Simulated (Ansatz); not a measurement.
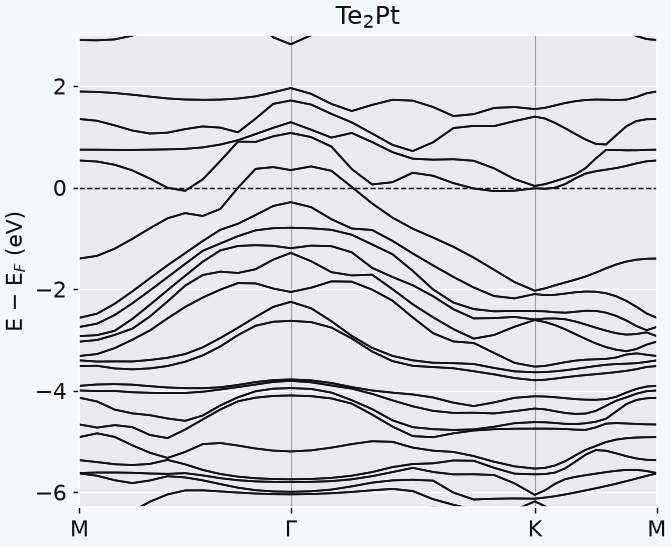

Band structure. Energies are counted from the Fermi level.

System: a (001) slab cut from Te2Pt (P-3m1), ended by Te planes, 6 atoms in the cell.

```
Te Pt
1.0
     4.05334    0.00000    0.00000
    -2.02667    3.51030    0.00000
     0.00000    0.00000   22.81016
Te Pt
4 2
Direct
  0.66667 0.33333 0.32799
  0.33333 0.66667 0.44729
  0.66667 0.33333 0.55271
  0.33333 0.66667 0.67201
  0.00000 0.00000 0.38865
  0.00000 0.00000 0.61135
```

Computed with Ansatz 0.2.0: DFT PBE+D3(BJ), spin-orbit coupling, plane waves, PAW, 9×9×1 k mesh, Gaussian smearing of 0.1 eV.

### Does this material conduct, going by its bands?

A metal: bands cross the Fermi level along this path.

### By band count a gap could open at this filling. What closes it?

The last band that the electron count would fill rises to 0.42 eV above the Fermi level between Γ and K, leaving holes there, and the next band dips to 0.07 eV below it between Γ and K, holding electrons: an overlap of 0.49 eV.
